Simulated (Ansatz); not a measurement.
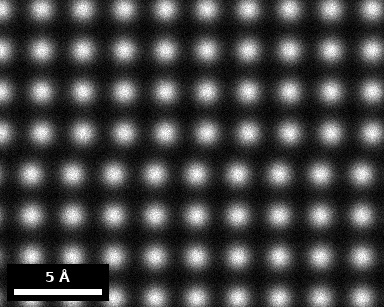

iDPC-like image of Cr (Pm-3m, No. 221) along [001]. Simulated as the projected potential of neutral atoms (B = 0.3 Å²) blurred by a 0.85 Å probe, the thin-sample limit of integrated differential phase contrast. Shot noise was added.

One planar defect was built into the perfect crystal by geometry alone, without relaxation. Host structure: the input geometry of an electronic-structure calculation (not necessarily at equilibrium); the starting structure was generated, so it need not be a known form of this composition.

Q: Find the planar defect and say what kind it is.

A planar fault (a stacking fault) runs horizontally about 9 Å below the top edge. The part above it is shifted along the boundary by 1/4 of the 2.37 Å repeat of the rows (0.6 Å to the right, the same as 1.8 Å to the left); both parts keep the same orientation.
